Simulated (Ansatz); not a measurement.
System: HfO₂, space group Fm-3m (No. 225) (one of a set of cubic test structures, which need not be the stable phase).

Method: equation of state of a cubic crystal from periodic Kohn-Sham density functional theory without spin, third-order Birch-Murnaghan fit to the free energies; pressure corrected for the finite basis (Ansatz 0.2.0 development build). Level: HSE06.

```json
{"setting": "structure type", "value": "fluorite"}
{"setting": "atoms in cell", "value": "3"}
{"setting": "space group number", "value": "225"}
{"setting": "lattice centring", "value": "face-centred primitive"}
{"setting": "k mesh", "value": "4×4×4"}
{"setting": "occupation method", "value": "Fermi–Dirac"}
{"setting": "occupation width", "value": "0.05 eV"}
{"setting": "wave cutoff", "value": "930 eV"}
{"setting": "datasets", "value": "hand-made PAW"}
{"setting": "density tolerance", "value": "0 eV"}
{"setting": "bands", "value": "23"}
{"setting": "density cutoff ratio", "value": "5"}
{"setting": "search for lower states", "value": "default"}
{"setting": "exchange singularity", "value": "regularized"}
```

Predict the energy above the lowest point against volume. The volume takes the values 9.99, 10.32, 10.64, 10.97, 11.29 Å³/atom.

A third-order Birch–Murnaghan fit gives V0 = 10.77 Å³/atom, B0 = 271 GPa and B′ = 4.1. The energy above the lowest point is 53.0 meV/atom at volume 9.99 Å³/atom and 18.5 meV/atom at 11.29 Å³/atom; the lowest computed point is at volume 10.64 Å³/atom (0.0 meV/atom), and no other minimum shows among the points.

```tsv
volume (Å³/atom)	energy above the lowest point (meV/atom)
9.99	53.0
10.32	16.1
10.64	0.0
10.97	1.7
11.29	18.5
```

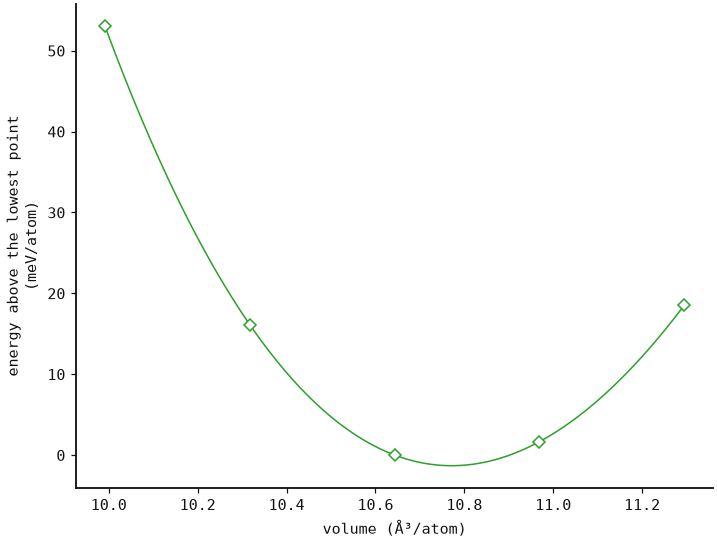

Note: cubic model structure, not the ambient form.
